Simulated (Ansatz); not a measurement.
**Be: a changed input and its effect**

System: Be (Fd-3m, 2 atoms in the cell).
Method of the first run: DFT, PBEsol, plane waves (420 eV) with PAW, scalar-relativistic, no spin polarisation (Ansatz 0.2.0).

Text and figures count atoms from 1; the logs count them from 0 in places.

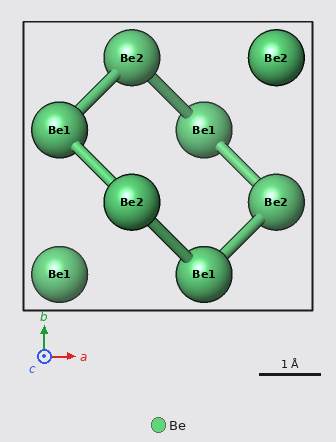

**Figure 1.** The structure (ball-and-stick view of the cell 4 times as large as that of the calculation, set on its symmetry axes, along the c axis; atoms are numbered from 1 in the order of the input). Near neighbours in the crystal (not all of them lie inside the picture): Be has 4 Be at 2.05 Å.

**The input, the first run**
```yaml
crystal:
  lattice:
    - [0.0, 2.3708242066, 2.3708242066]
    - [2.3708242066, 0.0, 2.3708242066]
    - [2.3708242066, 2.3708242066, 0.0]
  atoms:
    - { symbol: Be, position: [0.125, 0.125, 0.125] }
    - { symbol: Be, position: [0.875, 0.875, 0.875] }
hamiltonian:
  xc: pbesol
  pseudopotentials:
    kind: paw
    azcp:
      Be: "pseudopotentials/Be.paw.azcp"
basis:
  ecutwfc: 420
  fft_grid_basis: typed
kpoints:
  mp_grid: { grid: [13, 13, 13], shift: [0, 0, 0] }
magnetization:
  spin_polarized: false
scf:
  occupations: { method: fermi_dirac, width: 0.1 }
  lower_state_search: "off"
output:
  stress: true
```

Hardware: 2 threads of an Arm (aarch64) CPU, shared host.

**Output, shortened to warnings, some set-up lines, iterations and results (the first run)**
```
Warning: [file] the record states the generating functional pbe (its physics header spells it `PBE`), which answers neither for hamiltonian.xc's functional nor for the pbesol family's — results may be inconsistent (PPs are generated against a specific XC)
Basis set: ecut = 420 eV, 531 PW (Γ)
Symmetry: 48 space group operations
k-points: 84 of 2197
Initial density: superposition of atomic densities (neutral atoms: chi_scale 0, normalization atom), corrected by the library's trained network
[...]
SCF iter   1: F=—  HF=-177.306725 eV  |F-HF|=—  |Δ(HF+E_count)|=         —  Δρ=2.55e-3  dr2=1.53e-3  ethr=1.77e-3  ⟨swp⟩=5.4  Hψ=4572  notcnv=0
SCF iter   2: F=—  HF=-177.307439 eV  |F-HF|=—  |Δ(HF+E_count)|=   7.14e-4  Δρ=1.30e-3  dr2=3.54e-4  ethr=3.83e-5  ⟨swp⟩=1.4  Hψ=1208  notcnv=0
SCF iter   3: F=—  HF=-177.307675 eV  |F-HF|=—  |Δ(HF+E_count)|=   2.36e-4  Δρ=6.77e-5  dr2=7.33e-7  ethr=8.85e-6  ⟨swp⟩=2.0  Hψ=658  notcnv=0
SCF iter   4: F=—  HF=-177.307675 eV  |F-HF|=—  |Δ(HF+E_count)|=   8.47e-7  Δρ=5.12e-6  dr2=5.55e-9  ethr=1.83e-8  ⟨swp⟩=2.0  Hψ=658  notcnv=0
SCF iter   5: F=-177.307675 eV  HF=-177.307675 eV  |F-HF|=5.00e-12  |Δ(HF+E_count)|=   4.17e-9  Δρ=4.16e-7  dr2=1.56e-11  ethr=1.39e-10  ⟨swp⟩=2.1  Hψ=694  notcnv=0
SCF iter   6: F=-177.307675 eV  HF=-177.307675 eV  |F-HF|=1.42e-13  |Δ(HF+E_count)|=  2.81e-12  Δρ=1.23e-8  dr2=3.97e-14  ethr=1.00e-12  ⟨swp⟩=1.0  Hψ=1247  notcnv=0
SCF 1 converged in 6 iterations: F = -177.307675 eV  dr2 = 3.97e-14
SCF converged after 6 iterations
Free energy (F): -177.307675 eV
Harris-Foulkes:  -177.307675 eV  (|F-HF|=1.42e-13)
Internal energy: -177.281306 eV  (E = F + TS)
E sigma→0 (E₀):  -177.294491 eV
Entropy (-TS):   -0.026369 eV (-13.185 meV/atom)
Fermi energy:    2.937231 eV
--- Per-component energies (eV) ---
  E_band       = -0.015504
  E_kinetic    = 33.498385
  E_local      = -8.255626  (includes V_loc(G=0)·N_el)
  E_nonlocal   = 11.720528
  E_hartree    = 1.352751
  E_xc         = -35.435029
  E_vxc        = -36.688300  (∫ρ·V_xc dr)
  E_paw        = -114.745921  (= ΣΔE_a)
  E_vpaw       = -2.995994  (= ΣTr[D̂ρ^β])
  E_aug_tail   = -0.000001  (compensation charges beyond the density's cutoff)
  E_ewald      = -65.435456
  E_core_change = 0.019063  (= ΣΔE_core)
  E_smearing   = -0.026369  (= −TS)
  E_closure    = 0.000000  (closes the sum)
  Σ components = -177.307675   (vs F -177.307675, Δ=0.00e0)
--- Stress (GPa, compression-positive) ---
        4.320349       0.000000       0.000000
        0.000000       4.320349       0.000000
       -0.000000       0.000000       4.320349
  P = ⅓ Tr σ = 4.3203 GPa (43.203 kbar)
```

For the second run the input was changed thus:
```diff
-    - [0.0, 2.3708242066, 2.3708242066]
-    - [2.3708242066, 0.0, 2.3708242066]
-    - [2.3708242066, 2.3708242066, 0.0]
+    - [0.0, 2.4697207854, 2.4697207854]
+    - [2.4697207854, 0.0, 2.4697207854]
+    - [2.4697207854, 2.4697207854, 0.0]
```

How does the second run compare with the first run?

With the same functional and potentials, the second run lies 11.4 meV per atom lower. The pressure goes from 4.32 to −1.69 GPa. The volume per atom goes from 13.33 to 15.06 Å³. The number of SCF iterations is the same. The plane waves at Γ go from 531 to 609.

**Output, shortened to warnings, some set-up lines, iterations and results (the second run)**
```
Warning: [file] the record states the generating functional pbe (its physics header spells it `PBE`), which answers neither for hamiltonian.xc's functional nor for the pbesol family's — results may be inconsistent (PPs are generated against a specific XC)
Basis set: ecut = 420 eV, 609 PW (Γ)
Symmetry: 48 space group operations
k-points: 84 of 2197
Initial density: superposition of atomic densities (neutral atoms: chi_scale 0, normalization atom), corrected by the library's trained network
[...]
SCF iter   1: F=—  HF=-177.329501 eV  |F-HF|=—  |Δ(HF+E_count)|=         —  Δρ=2.23e-3  dr2=1.41e-3  ethr=1.77e-3  ⟨swp⟩=5.4  Hψ=4626  notcnv=0
SCF iter   2: F=—  HF=-177.330150 eV  |F-HF|=—  |Δ(HF+E_count)|=   6.48e-4  Δρ=1.15e-3  dr2=3.41e-4  ethr=3.53e-5  ⟨swp⟩=1.4  Hψ=1206  notcnv=0
SCF iter   3: F=—  HF=-177.330383 eV  |F-HF|=—  |Δ(HF+E_count)|=   2.34e-4  Δρ=5.00e-5  dr2=5.25e-7  ethr=8.53e-6  ⟨swp⟩=2.0  Hψ=659  notcnv=0
SCF iter   4: F=—  HF=-177.330383 eV  |F-HF|=—  |Δ(HF+E_count)|=   1.39e-8  Δρ=4.69e-6  dr2=6.67e-9  ethr=1.31e-8  ⟨swp⟩=2.0  Hψ=677  notcnv=0
SCF iter   5: F=-177.330383 eV  HF=-177.330383 eV  |F-HF|=3.18e-12  |Δ(HF+E_count)|=   4.07e-9  Δρ=3.90e-7  dr2=1.85e-11  ethr=1.67e-10  ⟨swp⟩=2.0  Hψ=679  notcnv=0
SCF iter   6: F=-177.330383 eV  HF=-177.330383 eV  |F-HF|=1.14e-13  |Δ(HF+E_count)|=  2.33e-12  Δρ=1.20e-8  dr2=4.62e-14  ethr=1.00e-12  ⟨swp⟩=1.0  Hψ=1259  notcnv=0
SCF 1 converged in 6 iterations: F = -177.330383 eV  dr2 = 4.62e-14
SCF converged after 6 iterations
Free energy (F): -177.330383 eV
Harris-Foulkes:  -177.330383 eV  (|F-HF|=1.14e-13)
Internal energy: -177.301558 eV  (E = F + TS)
E sigma→0 (E₀):  -177.315971 eV
Entropy (-TS):   -0.028825 eV (-14.412 meV/atom)
Fermi energy:    2.210759 eV
--- Per-component energies (eV) ---
  E_band       = -2.205211
  E_kinetic    = 31.425873
  E_local      = -9.622463  (includes V_loc(G=0)·N_el)
  E_nonlocal   = 11.254340
  E_hartree    = 1.568677
  E_xc         = -34.539700
  E_vxc        = -35.548024  (∫ρ·V_xc dr)
  E_paw        = -114.592164  (= ΣΔE_a)
  E_vpaw       = -2.852291  (= ΣTr[D̂ρ^β])
  E_aug_tail   = -0.000001  (compensation charges beyond the density's cutoff)
  E_ewald      = -62.815183
  E_core_change = 0.019063  (= ΣΔE_core)
  E_smearing   = -0.028825  (= −TS)
  E_closure    = 0.000000  (closes the sum)
  Σ components = -177.330383   (vs F -177.330383, Δ=0.00e0)
--- Stress (GPa, compression-positive) ---
       -1.694309      -0.000000      -0.000000
        0.000000      -1.694309       0.000000
       -0.000000       0.000000      -1.694309
  P = ⅓ Tr σ = -1.6943 GPa (-16.943 kbar)
```

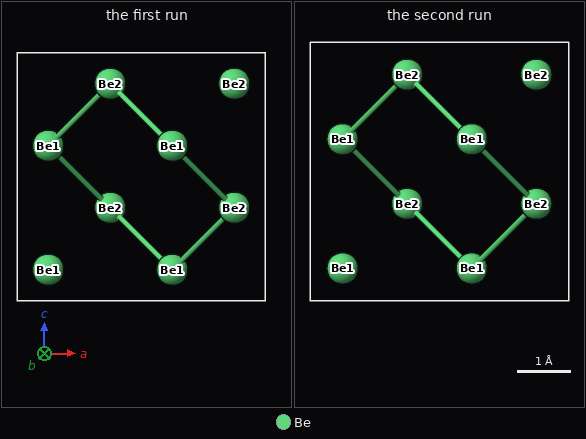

**Figure 2.** The two input geometries at one scale (ball-and-stick view of the cell 4 times as large as that of the calculation, set on its symmetry axes, along the b axis). The atoms keep their places relative to the cell (all moves are under 0.005 Å). The volume changes by +13.0 %, with a = b = c 4.742 → 4.939 Å (+4.2 %). Among the contacts that change: Be1–Be2 2.053 → 2.139 Å.

**The two runs side by side**

```csv
quantity,the first run,the second run
outcome,converged,converged
free energy per atom (eV),−88.6538,−88.6652
"energy per atom, smearing taken to zero (eV)",−88.6472,−88.6580
pressure (GPa),4.32,−1.69
volume per atom (Å³),13.33,15.06
SCF iterations,6,6
irreducible k-points,84,84
plane waves at Γ,531,609
wall time (shared host),0.6 s,0.64 s
```

For both runs: Warnings: the PAW datasets were made with another functional.
